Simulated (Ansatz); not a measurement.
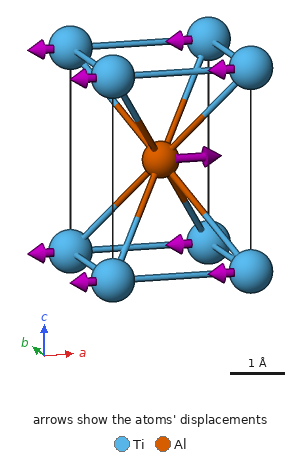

Normal modes of a crystal of TiAl relaxed at 18 GPa, space group P4/mmm (No. 123), at the zone centre. The optical levels lie at 316 (×2), 386 cm⁻¹. One mode is drawn. The purple arrows give the relative displacements of the atoms. The picture is a ball-and-stick view of the cell of the calculation, seen slightly off an axis.

Level of theory: DFT PBEsol, scalar-relativistic, plane waves, PAW (Ansatz). Set-up: plane-wave cutoff 420 eV; k-point mesh 16 × 16 × 10; occupations fermi dirac; smearing width 0.15 eV; target pressure 18 GPa; no spin polarisation.

The frequencies depend somewhat on the k-mesh and the smearing.

Question: To which level does it belong?

Answer: The level at 316 cm⁻¹. This is the E_u mode (doubly degenerate; one member of the set is drawn), the lowest optical level, infrared-active by symmetry. The Al sublattice moves against the Ti sublattice, along a; the kinetic energy is shared as Al 64 %, Ti 36 %. The crystal is a metal, so free carriers screen the infrared response.
